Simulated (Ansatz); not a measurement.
Consider Si₆C (slab).

Input

```
crystal:
  lattice:
    - [3.8675355695, 0.0, 0.0]
    - [0.0, 5.4695212554, 0.0]
    - [0.0, 0.0, 19.2238421873]
  atoms:
    - { symbol: Si, position: [0.5, 0.0, 0.2080749499] }
    - { symbol: Si, position: [0.0, 0.25, 0.2080749499] }
    - { symbol: Si, position: [0.0, 0.5024402184, 0.3062861] }
    - { symbol: Si, position: [0.5, 0.7475597816, 0.3062861] }
    - { symbol: Si, position: [0.5, 0.0098635014, 0.401784519] }
    - { symbol: Si, position: [0.0, 0.2401364986, 0.401784519] }
    - { symbol: C, position: [0.6666666667, 0.6765301681, 0.3744111878], spin: 2.0 }
basis:
  ecutwfc: 420
kpoints:
  mp_grid: { grid: [7, 5, 1] }
hamiltonian:
  xc: pbe
  pseudopotentials: { kind: paw, azcp: { folder: soft_1 } }
scf:
  occupations: { method: gaussian, width: 0.05 }
output:
  forces: true
  eigenvalues: true
  populations: true
  write_density: true
  write_potential: true
  elf: true
  volumetric_format: npy
magnetization:
  spin_polarized: true
relax:
  adjacent_minimum: "off"
  f_tol: 0.025
  max_steps: 16
  constraints: [{ sites: [0, 1, 2, 3, 4, 5] }, { sites: [6], fix: xy }]
efield:
  axis: 3
  dipole_correction: true
  ramp_width: 0.04
```

Command:

```sh
ansatz run input.yaml --threads 2 --pin off --max-ram 6144MiB --backend cpu --events-out ev --progress --plain --runs-dir out
```

The fields are those of the run's last geometry, not of the input's.

A point of a scan over the structure, not its minimum; not relaxed (largest force 1.7 eV/Å); PAW files of the earlier set (soft_1); the program warned that a starting moment wasn't kept; spin-polarised, but the moments vanished.

These are results of Ansatz, DFT PBE, scalar-relativistic, plane waves, PAW, not measurements.

Predict the valence pseudo-density and electron localisation function between the atoms.

Si–Si (2.33 Å): ρ at the midpoint is about 0.52 e/Å³; the ELF peaks at about 0.80 between the atoms.
Si–Si (2.34 Å): the density is about 0.54 e/Å³ at the midpoint; the ELF peaks at about 0.90 between the atoms.

Does the calculation make it a metal, or give it a gap?

It is gapless in this calculation (a metal or semimetal).

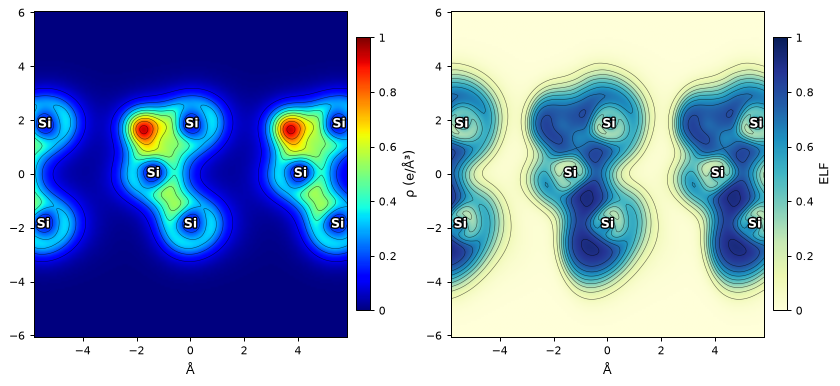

Computed valence pseudo-density and electron localisation function on the (100) plane of the calculation cell, a cut from vacuum to vacuum, in this order. Atoms just off the plane (C, 0.6 Å away) can leave unmarked features too.

Core electrons are frozen (PAW), and the valence fields are smoothed inside the atomic spheres.
